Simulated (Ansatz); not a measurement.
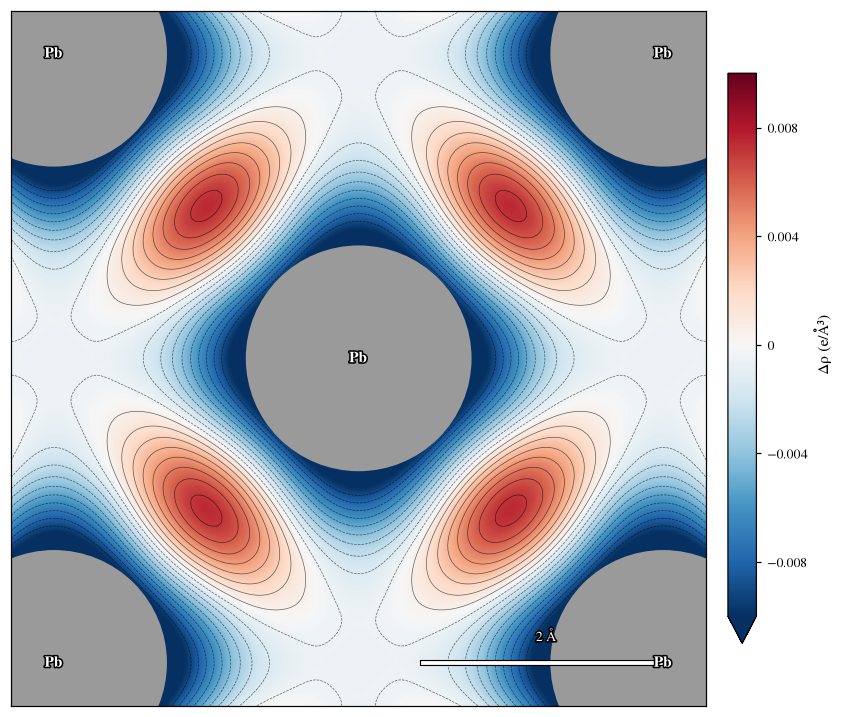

Figure. Pb. Bonding charge density, ρ(crystal) − Σ ρ(neutral atoms): a map on the (010) plane of the conventional cell, with grey discs over the atomic cores. Cores are masked to 0.9 Å (Pb).

Space group Fm-3m; the calculation finds a residual pressure of about 3 GPa at this fixed cell.

Method: DFT PBE, scalar-relativistic, plane waves, PAW in Ansatz.

Core electrons are frozen (PAW), so the fields are smoothed inside the atomic spheres.

```cif
data_structure
_symmetry_space_group_name_H-M 'P 1'
_symmetry_Int_Tables_number 1
_cell_length_a 4.9500
_cell_length_b 4.9500
_cell_length_c 4.9500
_cell_angle_alpha 90.000
_cell_angle_beta 90.000
_cell_angle_gamma 90.000
_cell_volume 121.29
loop_
_atom_site_label
_atom_site_type_symbol
_atom_site_fract_x
_atom_site_fract_y
_atom_site_fract_z
_atom_site_occupancy
Pb1 Pb 0.00000 0.00000 0.00000 1
Pb2 Pb 0.50000 0.50000 0.00000 1
Pb3 Pb 0.50000 0.00000 0.50000 1
Pb4 Pb 0.00000 0.50000 0.50000 1
```

Read the map: where is density gained and where lost?

Pb–Pb (3.50 Å): Δρ is +0.007 e/Å³ at the midpoint.
- Over the whole cell, outside the masked cores, the largest gain, 0.009 e/Å³, lies 2.1 Å from a lead nucleus, and the largest loss lies at the edge of the masked core of Pb.
- In all about 0.07 e an atom is rearranged against the free atoms.

Metal or insulator at this level?

It is a metal at this level of theory.
